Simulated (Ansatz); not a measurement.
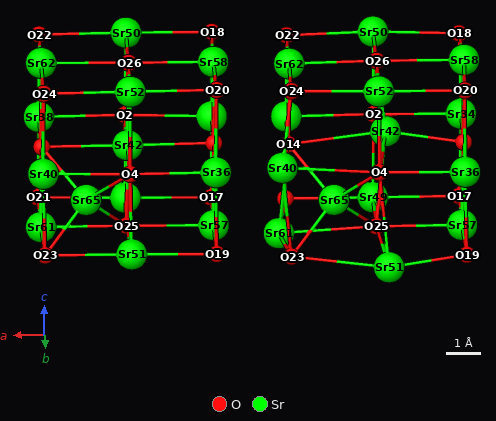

Two geometries of a defect cell of composition O₃₂Sr₃₃ (cell charge +2), drawn at one scale. One is the start of a relaxation, the other its converged end. A ball-and-stick model of the atoms within 5.0 Å of the atom that moves most (axes of the cell of the calculation (origin shifted)), seen from a free direction.

The calculation used DFT, PBEsol, PAW, plane waves in Ansatz. (plane-wave cutoff 420 eV; k-point mesh 1 × 1 × 1; mesh shifted by (0.25, 0.25, 0.25); no spin polarisation; atoms relaxed in a fixed cell; force threshold 0.03 eV/Å; at most 80 steps)

Question: Which of the two is the end point?

Answer: The right one is the relaxed one. After 5 geometry steps the energy has fallen by 10.049 eV per cell of the calculation. The largest force component goes from 7.7 to 0.0062 eV/Å. A Sr atom moves most: 0.54 Å along [−1 −1 1]. By element the largest moves are Sr 0.54 Å, O 0.13 Å. The lattice vectors keep their values. Among the contacts that change: Sr–Sr 3.591 → 4.472 Å, Sr–Sr 2.193 → 2.739 Å, Sr–Sr 2.218 → 2.739 Å, O–Sr 2.509 → 2.912 Å. Among the angles between lasting bonds that change: O–Sr–O 179.2° → 162.8°, O–Sr–O 178.3° → 162.8°, O–Sr–O 87.9° → 102.4°. Cost: 4.1 s on 1 × NVIDIA GB200 with 8 threads of Arm Neoverse-V2, peak memory 1.9 GiB.

Limits of the set-up: the cell is charged, on a uniform background, and energies carry no finite-size correction.
